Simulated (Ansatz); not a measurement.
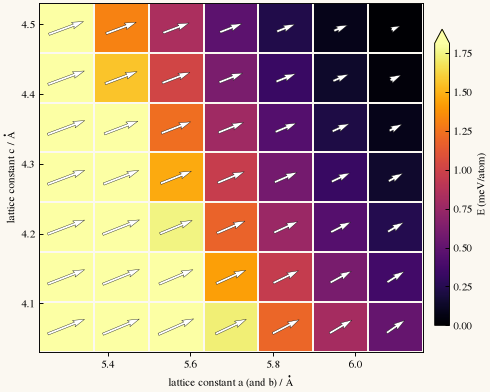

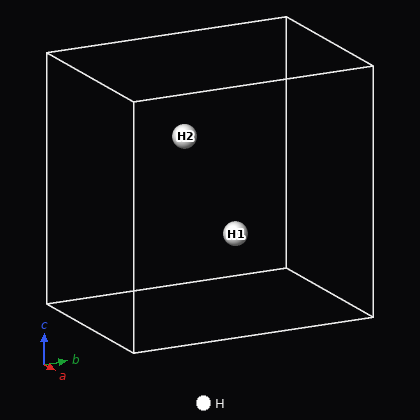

Energy landscape of H (P6_3/mmc, No. 194; 2 atoms in the cell). The energy is mapped over the lattice constants a and c of the conventional cell. First axis: lattice constant a (and b). Second axis: lattice constant c. Nothing is relaxed (symmetry fixes all fractional coordinates). The grid has 7 × 7 points. Energies are in meV/atom, from the lowest grid point. Level of theory: DFT PBE, scalar-relativistic, plane waves, PAW in Ansatz. Settings: cutoff 520 eV, k-mesh 6×6×6, gaussian smearing 0.05 eV, spin-polarised.

Drawn: one coloured cell a grid point, arrows along the force (downhill), their lengths compressed, one colour for all values above the top of the scale. The second picture is the reference structure.

What does the map say about the system?

Answer. The lowest grid point is at lattice constant a (and b) = 6.097 Å, lattice constant c = 4.495 Å. It lies at the edge of the scanned range, so the true minimum may lie outside. The highest grid point, lattice constant a (and b) = 5.300 Å, lattice constant c = 4.067 Å, lies 4.41 meV/atom above the lowest. The gap on the k-mesh is 6.9 eV at the lowest point and runs from 6.5 to 6.9 eV over the map.

The values on the grid:

| lattice constant c ↓, lattice constant a (and b) → | 5.300 | 5.433 | 5.566 | 5.699 | 5.832 | 5.965 | 6.097 |
| --- | --- | --- | --- | --- | --- | --- | --- |
| 4.495 | 1.96 | 1.31 | 0.83 | 0.48 | 0.23 | 0.08 | 0.00 |
| 4.423 | 2.27 | 1.56 | 1.02 | 0.61 | 0.33 | 0.14 | 0.03 |
| 4.352 | 2.62 | 1.83 | 1.23 | 0.77 | 0.44 | 0.22 | 0.08 |
| 4.281 | 3.00 | 2.14 | 1.47 | 0.96 | 0.58 | 0.32 | 0.15 |
| 4.209 | 3.43 | 2.48 | 1.74 | 1.18 | 0.75 | 0.45 | 0.24 |
| 4.138 | 3.89 | 2.87 | 2.06 | 1.43 | 0.95 | 0.61 | 0.36 |
| 4.067 | 4.41 | 3.30 | 2.41 | 1.72 | 1.19 | 0.80 | 0.52 |

The input of one point:

```yaml
crystal:
  lattice:
    - [6.0974, 0.0, 0.0]
    - [-3.0487, 5.280503297, 0.0]
    - [0.0, 0.0, 4.4946]
  atoms:
    - { symbol: H, position: [0.3333333333, 0.6666666667, 0.25], spin: 1.05 }
    - { symbol: H, position: [0.6666666667, 0.3333333333, 0.75], spin: 1.05 }
basis:
  ecutwfc: 520.0
kpoints:
  mp_grid: { grid: [6, 6, 6] }
hamiltonian:
  xc: pbe
scf:
  occupations: { method: gaussian, width: 0.05 }
output:
  forces: true
  stress: true
  eigenvalues: true
  populations: true
magnetization:
  spin_polarized: true
```

Each point was launched as `ansatz run input.yaml --threads 1 --pin off --max-ram 2048MiB --backend cpu --events-out ev --progress --plain --runs-dir out`. The whole map (49 points run) took 12 min on 1 thread of Arm Neoverse V1, on a shared host.
